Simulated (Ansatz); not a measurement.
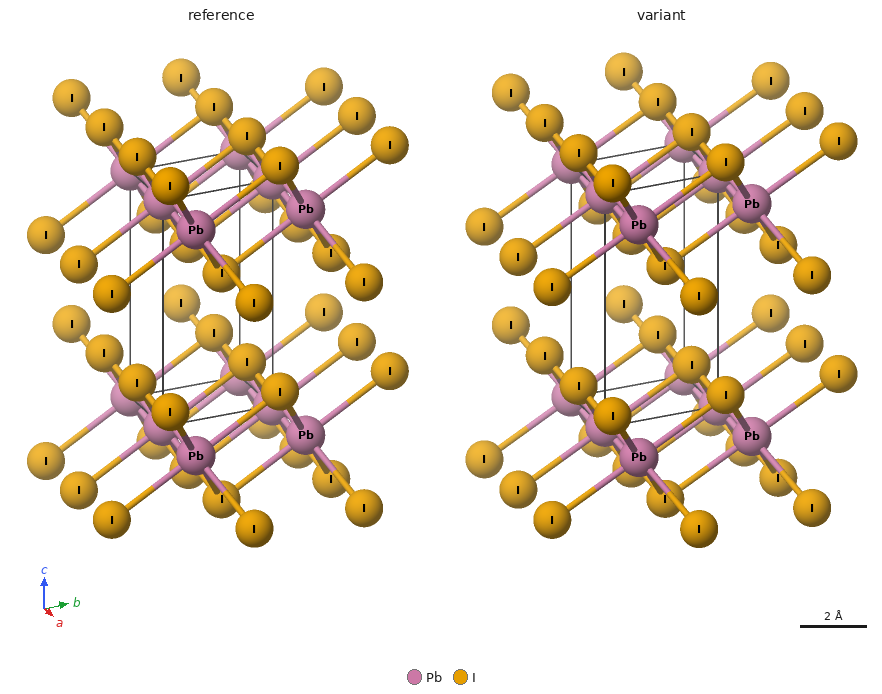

Left: solid PbI2 (built on the 1T (CdI2) bulk type). Right: the same structure after one change, at the same scale. Style: ball-and-stick. Shown: the cell of the calculation, repeated 2 × 1 × 1 with one cell outlined, slightly off an axis.

Level of theory: DFT, HSE06, plane waves, PAW in Ansatz 0.2.0. (plane-wave cutoff 420 eV; k-point mesh 6 × 6 × 4; occupations fixed; no spin polarisation)

Which change leads from the left to the right?

All lengths are scaled by +3.0 % (volume +9.3 %) and the I atoms are displaced by 0.11 Å relative to the cell. No relaxation follows.

And its effect?

Some distances before and after: I–Pb 3.237 → 3.270 Å. The space group stays P-3m1 (No. 164). It lowers the energy by 9.4 meV per atom. The pressure goes from 0.7 to −0.3 GPa. The principal stresses (compression positive) are −0.1 GPa along c and −0.4 GPa across it. The largest forces, 0.073 eV/Å, act on 2 I atoms of the calculation's cell. The forces point along the displacements, not back (a soft direction, or forces left over where the reference was relaxed at another level) (cosine 1.00).

Limits of the set-up: layers or molecules are held without a dispersion correction, so their spacing is unreliable.
